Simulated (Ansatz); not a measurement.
MoS2, space group R-3m:H (No. 166), a = 3.193 Å, b = 3.193 Å, c = 18.231 Å, α = 90.00°, β = 90.00°, γ = 120.00°

```csv
site,Wyckoff,x,y,z
Mo,3a,0.0000,0.0000,0.0000
S,6c,0.0000,0.0000,0.7526
```

Source: a calculation's input that goes back to an entry of the Crystallography Open Database (an earlier step may have relaxed or displaced it).

Describe the coordination of Mo.

MoS6: a slightly distorted octahedron (coordination number 6, S = 0.79; next best trigonal prism, S = 14.8). Bonds: 6 × Mo–S 2.42 Å. The next neighbour, not counted, lies at 3.19 Å.

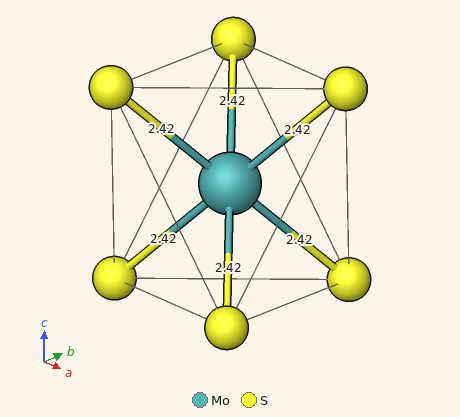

The polyhedron about Mo. Shape measures S are computed against regular polyhedra or, for capped shapes, the nearer of the equal-edge and equal-bond forms.
